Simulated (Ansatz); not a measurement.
Convergence test: the smearing width is varied and all else is held.
The run: TaN (P6_3mc, 4 atoms in the cell; far from its equilibrium volume), by DFT PBE, scalar-relativistic, plane waves, PAW in Ansatz 0.2.0; cutoff 420 eV, 15×15×8 k-mesh, Gaussian smearing.
ΔE is the free energy less its value at the smallest setting, 0.02 eV.
Dashed lines or grey bands mark the tolerance: 1 meV/atom.
The atoms sit off their equilibrium sites.
Values: 0.2 eV, 0.1 eV, 0.05 eV and 0.02 eV.

Question: How do the results converge (to 1 meV/atom)?

Answer: The free energy is within 1 meV/atom of the smallest setting's value from 0.1 eV down. It is off by −3.1 meV/atom at 0.2 eV. The free energy falls with the width because it holds the −TS term of the fractional occupations.

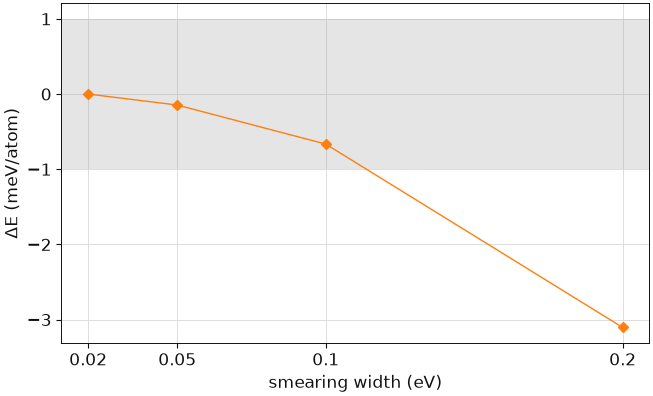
